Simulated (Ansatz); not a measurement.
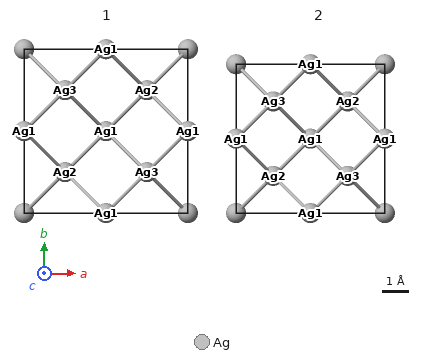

Two geometries of solid Ag (a generated structure, set up in Fm-3m) (coarse preliminary run), drawn at one scale. One is the start of a relaxation, the other its converged end. The picture is a ball-and-stick view of the conventional cell (4 times the calculation's cell), seen along the c axis. Lengths and directions refer to the drawn axes.

Level of theory: Ansatz 0.2.0, DFT PBE, scalar-relativistic, plane waves, PAW. Set-up: plane-wave cutoff 420 eV; k-point mesh 6 × 6 × 6; occupations gaussian; smearing width 0.1 eV; no spin polarisation; cell and atoms relaxed; force threshold 0.04 eV/Å; at most 70 steps.

Which geometry has the lower energy?

Answer. Structure 1 is the relaxed one. The atoms keep their places relative to the cell (all moves are under 0.005 Å). The volume changes by +33.5 %, with a = b = c 5.799 → 6.384 Å (+10.1 %). Among the contacts that change: Ag2–Ag3 2.899 → 3.192 Å, Ag1–Ag2 2.511 → 2.764 Å. The space group stays Fm-3m (No. 225). The energy falls by 507 meV per atom in 5 accepted moves (7 points after the start). All forces vanish by symmetry, so only the cell relaxes. Pressure: 40.64 GPa at the start and 0.08 GPa at the end. The SCF was repeated twice at an unchanged geometry on a basis and grid sized afresh for the cell, which shifted the energy by 4.4 meV per atom at most.
